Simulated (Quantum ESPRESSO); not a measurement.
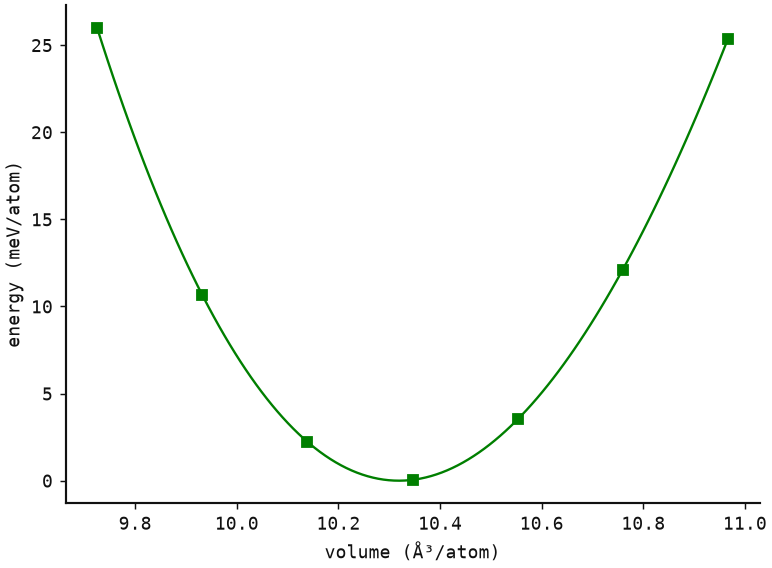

Plotted: energy against volume for SiC, space group F-43m (No. 216).

Structure:
```xyz
2
Lattice="0.0000 2.1790 2.1790 2.1790 0.0000 2.1790 2.1790 2.1790 0.0000" Properties=species:S:1:pos:R:3 pbc="T T T"
Si    0.0000    0.0000    0.0000
C     3.2685    3.2685    3.2685
```

Method: plane-wave DFT, no spin polarisation; energies at scaled volumes of the given cell, shape and fractions fixed, counted from the fit's minimum, third-order Birch-Murnaghan fit (Quantum ESPRESSO 7.5). Level: PBE with D3(BJ).

- k mesh: 10×10×10
- occupations: Fermi–Dirac
- smearing width: 0.025 eV
- potentials: SSSP 1.3 efficiency PBE
- wave cutoff: 748.3 eV
- density cutoff: 5987 eV

> Give the fitted equation-of-state parameters.

A third-order Birch–Murnaghan fit gives V0 = 10.32 Å³/atom, B0 = 221 GPa and B′ = 3.9.

The computed values:

```csv
volume (Å³/atom),energy (meV/atom)
9.73,26.00
9.93,10.67
10.14,2.23
10.35,0.05
10.55,3.52
10.76,12.11
10.97,25.36
```
